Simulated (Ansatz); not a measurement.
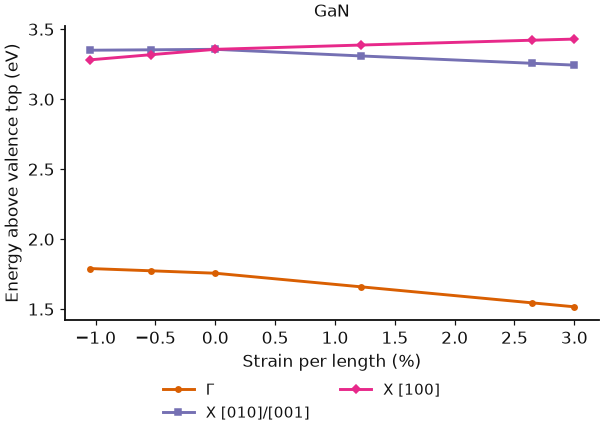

Lowest conduction level at each named k point, counted from the valence-band top at Γ.

System: zincblende GaN, space group F-43m (No. 216), 2 atoms in the primitive cell, relaxed with r2SCAN; unstrained, cubic a = 4.498 Å. The cell is strained along x with the other two lengths held; symmetry fixes the atoms. Points keep the names of the unstrained cell; those that the strain makes unlike carry their directions on the cubic axes x, y, z. Ansatz; PBE, Ansatz PAW set, no spin polarisation, no spin-orbit coupling, 10×10×10 k mesh, 420 eV cutoff, Fermi-Dirac smearing of 0.02 eV.

How does the strain split the X points of the conduction band?

Unstrained, the X points are equivalent. At +3 % the lowest conduction level is 3.24 eV at X [010]/[001] and 3.43 eV at X [100] above the valence top, a splitting of 0.19 eV, or 62 meV for each 1 % of strain on average.

Which of these conduction levels is lowest, and does that change?

The lowest is the one at Γ, over the whole range, so among these points the gap stays direct.

The values:
```csv
strain,Γ (eV),X [010]/[001] (eV),X [100] (eV)
−1.05 %,1.79,3.35,3.28
−0.54 %,1.77,3.35,3.32
0 %,1.76,3.36,3.36
+1.22 %,1.66,3.31,3.39
+2.65 %,1.54,3.26,3.42
+3 %,1.52,3.24,3.43
```

The strain splits the threefold valence top at Γ, and levels count from its highest part. LDA, GGA and most meta-GGA functionals understate gaps. The usual form of GaN is wurtzite.
